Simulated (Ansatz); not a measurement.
# Run report: MnO, single-point calculation (part 2 of 2)

MnO (P6₃mc, 4 atoms in the cell); DFT LDA+U, scalar-relativistic, plane waves, PAW, Ueff = 1 eV on Mn atom 1 d; Ueff = 1 eV on Mn atom 2 d, spin-polarised (Ansatz 0.2.0); cutoff 420 eV, 6×6×4 k-mesh, Gaussian smearing of 0.05 eV, collinear spins. The structure derives from an entry of the Crystallography Open Database. It belongs to a series of runs on one base structure; here: random orbitals: harmonics, high filling.

Output, continued
```
--- Löwdin populations: 4 sites ---
  site symbol       q [e]    m [muB]
     0     Mn     13.8559     4.4396
     1     Mn     13.8559    -4.4396
     2      O      6.9929    -0.1250
     3      O      6.9929     0.1250
  spilling = 0.007200 (of n_electrons = 42.000000)
--- Occupation matrices: 2 shells (run DFT+U table (all-electron-ortho-atomic); ε = 2.21e-3) ---
  Mn0 d_3D: site group C3v (3m)
  Mn0 d_3D up     Tr n = 4.9002  λ = 0.959 0.978 0.978 0.993 0.993  [z2 1.00 (T2 1.00) A1(1.00) | 2× x2-y2 0.27 (T2 0.98) E(1.00) | 2× xz 0.27 (E 0.98) E(1.00)]
  Mn0 d_3D dn     Tr n = 0.4660  λ = 0.064 0.064 0.104 0.104 0.130  [2× x2-y2 0.29 (E 0.94) E(1.00) | 2× xz 0.29 (T2 0.94) E(1.00) | z2 1.00 (T2 1.00) A1(1.00)]
  specified occupation → Mn0 d_3D up: matrix, ‖Δ‖_F = 0.0357, Tr Δ = -0.0502, displaced = 0.0363, d_λ = 0.0357; orbital distance = 0.0000
  specified occupation → Mn0 d_3D dn: matrix, ‖Δ‖_F = 0.1736, Tr Δ = -0.3660, displaced = 0.1830, d_λ = 0.1736; orbital distance = 0.0000
  Mn1 d_3D: site group C3v (3m)
  Mn1 d_3D up     Tr n = 0.4660  λ = 0.064 0.064 0.104 0.104 0.130  [2× x2-y2 0.29 (E 0.94) E(1.00) | 2× xz 0.29 (T2 0.94) E(1.00) | z2 1.00 (T2 1.00) A1(1.00)]
  Mn1 d_3D dn     Tr n = 4.9002  λ = 0.959 0.978 0.978 0.993 0.993  [z2 1.00 (T2 1.00) A1(1.00) | 2× x2-y2 0.27 (T2 0.98) E(1.00) | 2× xz 0.27 (E 0.98) E(1.00)]
  specified occupation → Mn1 d_3D up: matrix, ‖Δ‖_F = 0.1736, Tr Δ = -0.3660, displaced = 0.1830, d_λ = 0.1736; orbital distance = 0.0000
  specified occupation → Mn1 d_3D dn: matrix, ‖Δ‖_F = 0.0357, Tr Δ = -0.0502, displaced = 0.0363, d_λ = 0.0357; orbital distance = 0.0000
  Tr n, λ and their labels are of the run-group-symmetrised matrices; stabiliser: 12 of 24 elements of G0×{1,Θ} (closed), max defect 1.5e-7 at τ = 4.7e-4
```

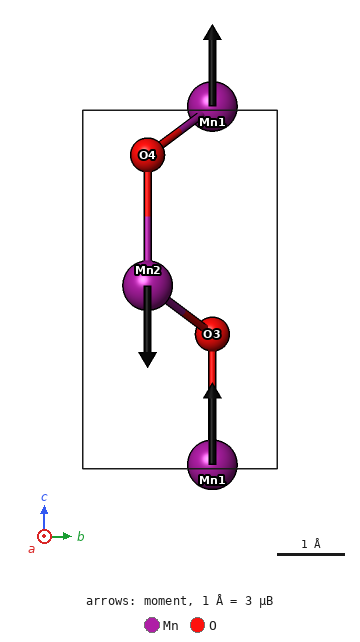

Fig. 1: Magnetic moments of the sites as black arrows (ball-and-stick view of the cell of the calculation, along the a axis; atoms are numbered from 1 in the order of the input); small moments hardly show. The run is collinear, so the axis drawn is arbitrary. Site moments: Mn1 (3.73 μB); Mn2 (−3.73 μB); O4 (0.08 μB); O3 (−0.08 μB). They are counted near the atoms and needn't add up to the moment of the cell.

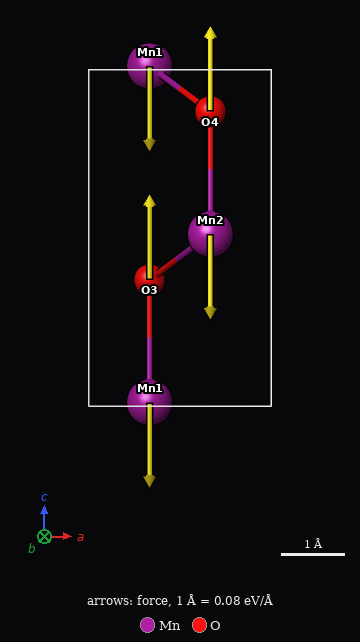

Fig. 2: Forces on the atoms as yellow arrows (ball-and-stick view of the cell of the calculation, along the b axis; atoms are numbered from 1 in the order of the input). The largest act on O3, O4 (0.11 eV/Å); Mn1, Mn2 (0.11 eV/Å). The geometry is not a stationary point of this energy.

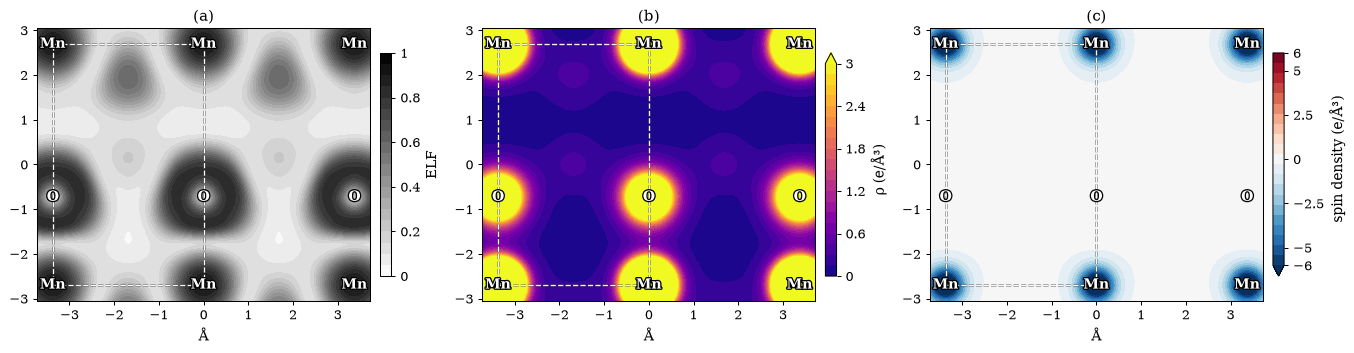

Fig. 3: (a) ELF; (b) valence charge density (pseudo); (c) spin density (up minus down) on the (010) plane of the conventional cell of the magnetic structure. The section cuts through Mn and O sites. Mn–O (1.96 Å): ρ at the midpoint is about 0.68 e/Å³; the ELF is about 0.20 at the midpoint; a polar contact without a shared pair, in a metal. Away from the nuclei the density in this plane falls to 0.05 e/Å³ at its lowest. The strong features right at Mn lie inside the PAW spheres (semicore, d or f shells) and say nothing about bonding. The cell of the calculation (4 atoms) carries 0.0 μB net. Core electrons are frozen (PAW), so the fields are smoothed inside the atomic spheres.

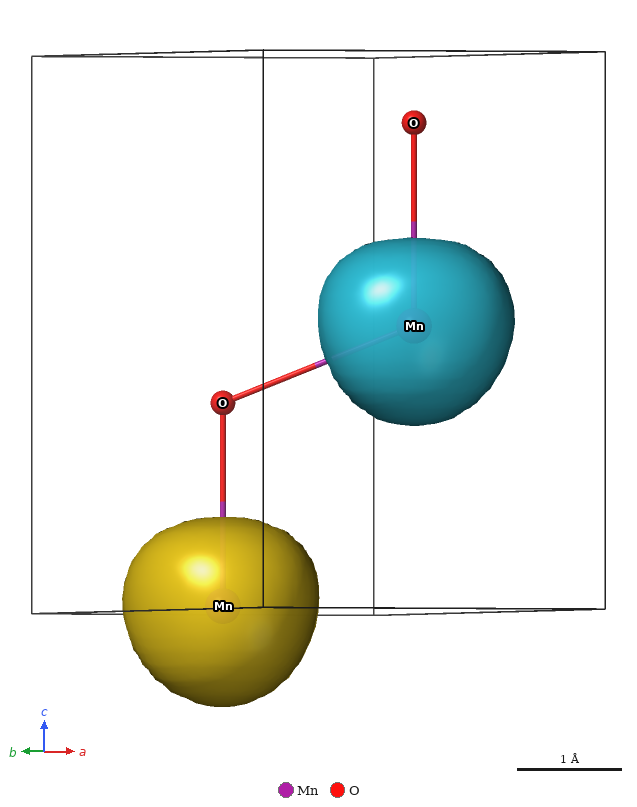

Fig. 4: Isosurfaces of the spin density at +0.2 (yellow) and −0.2 e/Å³ (cyan), seen at an oblique angle. Sticks mark near contacts. The outline is the cell set on symmetry axes of the magnetic structure. The cell of the calculation (4 atoms) carries 0.0 μB net.

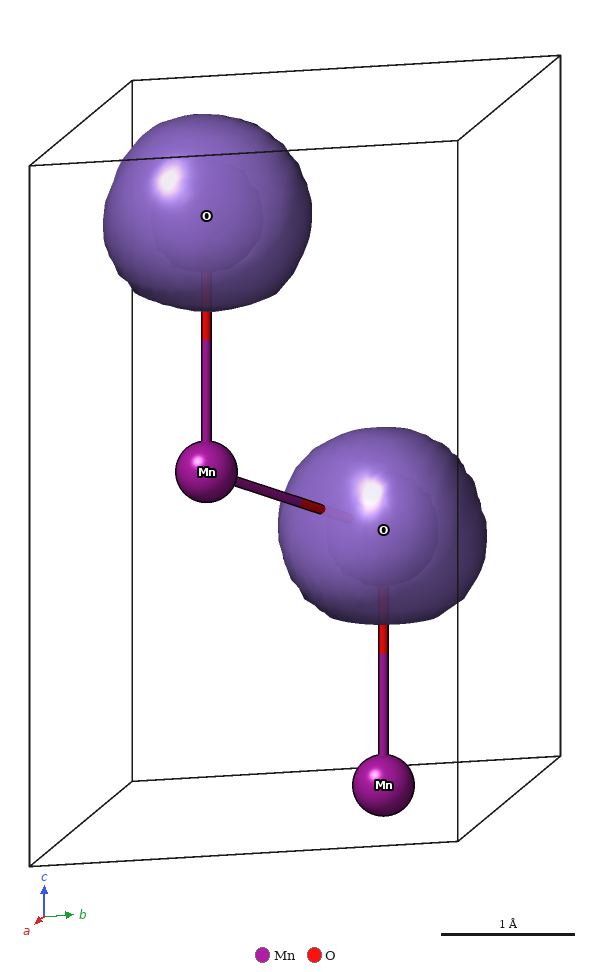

Fig. 5: Isosurface of the ELF at 0.75 (purple), seen slightly off an axis. Core shells and regions of very low density are left out. Sticks mark near contacts. The outline is the cell set on symmetry axes of the magnetic structure. Values along the shortest contacts: Mn–O (1.96 Å): the ELF is about 0.20 at the midpoint (no shared pair; the contact is polar). Mn–O (2.08 Å): the ELF is about 0.15 at the midpoint; a polar contact without a shared pair, in a metal.

The run was set up as follows.

Input
```yaml
crystal:
  lattice:
    - [3.37170019, 0.0, 0.0]
    - [-1.68585009, 2.91997802, 0.0]
    - [0.0, 0.0, 5.38549882]
  atoms:
    - { symbol: Mn, position: [0.3333333333, 0.6666666667, 0.01096], spin: 5.0 }
    - { symbol: Mn, position: [0.6666666667, 0.3333333333, 0.51096], spin: -5.0 }
    - { symbol: O, position: [0.3333333333, 0.6666666667, 0.37547] }
    - { symbol: O, position: [0.6666666667, 0.3333333333, 0.87547] }
basis:
  ecutwfc: 420
  ecutrho_ratio: 4
kpoints:
  mp_grid: { grid: [6, 6, 4] }
hamiltonian:
  xc: lda
  hubbard:
    sites:
      - { site: 0, l: d, u_eff: 1.0, starting_ns: [{ spin: up, occupation_matrix: s0up }, { spin: down, occupation_matrix: s0down }] }
      - { site: 1, l: d, u_eff: 1.0, starting_ns: [{ spin: up, occupation_matrix: s1up }, { spin: down, occupation_matrix: s1down }] }
    occupation_matrices:
      s0up:
        matrix:
          - [0.97, 0.0, 0.0, 0.0, 0.0]
          - [0.0, 0.97, 0.0, 0.0, 0.0]
          - [0.0, 0.0, 0.97, 0.0, 0.0]
          - [0.0, 0.0, 0.0, 0.97, 0.0]
          - [0.0, 0.0, 0.0, 0.0, 0.97]
      s0down:
        matrix:
          - [0.02, 0.0, 0.0, 0.0, 0.0]
          - [0.0, 0.02, 0.0, 0.0, 0.0]
          - [0.0, 0.0, 0.02, 0.0, 0.0]
          - [0.0, 0.0, 0.0, 0.02, 0.0]
          - [0.0, 0.0, 0.0, 0.0, 0.02]
      s1up:
        matrix:
          - [0.02, 0.0, 0.0, 0.0, 0.0]
          - [0.0, 0.02, 0.0, 0.0, 0.0]
          - [0.0, 0.0, 0.02, 0.0, 0.0]
          - [0.0, 0.0, 0.0, 0.02, 0.0]
          - [0.0, 0.0, 0.0, 0.0, 0.02]
      s1down:
        matrix:
          - [0.97, 0.0, 0.0, 0.0, 0.0]
          - [0.0, 0.97, 0.0, 0.0, 0.0]
          - [0.0, 0.0, 0.97, 0.0, 0.0]
          - [0.0, 0.0, 0.0, 0.97, 0.0]
          - [0.0, 0.0, 0.0, 0.0, 0.97]
    ns_hold: { iters: 5 }
scf:
  occupations: { method: gaussian, width: 0.05 }
  lower_state_search: "off"
  max_iter: 150
output:
  forces: true
  stress: true
  eigenvalues: true
  populations: true
  hubbard: { sites: [{ site: 0, l: d }, { site: 1, l: d }] }
  write_density: true
  write_potential: true
  elf: true
  volumetric_format: npy
magnetization:
  spin_polarized: true
```

Launched with:
```bash
ansatz run input.yaml --threads 2 --pin off --max-ram 3072MiB --backend cpu --events-out ev --progress --plain --runs-dir out
```

Summary

```csv
quantity,value
outcome,converged
space group (tolerance 0.01 Å),P6₃mc (186)
electrons treated,42
free energy,−8791.5385 eV
Fermi energy,9.471 eV
gap on the k-point mesh,none (metallic)
net moment of the cell,0.00 μB
integrated absolute moment,9.21 μB
pressure,−8.56 GPa
largest force (length of the vector),0.113 eV/Å
hardware,"2 threads of Arm Neoverse N1, 54 GiB of memory available, shared host"
wall time,14 s (CPU time 27 s)
peak memory,0.44 GiB
```

Notes

The cell is under a tension of 8.6 GPa at this level, so it is not at its equilibrium volume.
